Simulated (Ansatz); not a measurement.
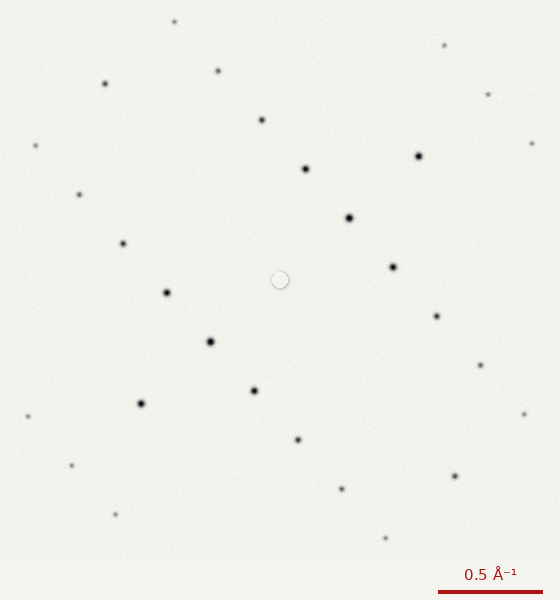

The pattern is a kinematic simulation for 200 kV electrons (no multiple scattering; isotropic B = 1 Å²).

Candidate phases (model or computed cells):
A. Co, space group Pm-3n (No. 223), a = 4.463 Å
B. Co, space group P6_3/mmc (No. 194), a = 2.459 Å, c = 7.970 Å (hexagonal axes)
C. Co, space group Fd-3m (No. 227), a = 4.925 Å
D. Co, space group P6_3/mmc (No. 194), a = 2.469 Å, c = 8.035 Å (hexagonal axes)

### Identify the phase and the zone axis.

Candidate A (Co), along [110] or an equivalent direction. The spots form a rectangular net whose two shortest vectors correspond to d = 3.16 Å and 2.23 Å, 90.0° apart. They index as 1 -1 0 (itself too weak to see) and 0 0 2; no zone of the other candidates with indices up to 3 has this net. Some points of the net are extinct or too weak to see.
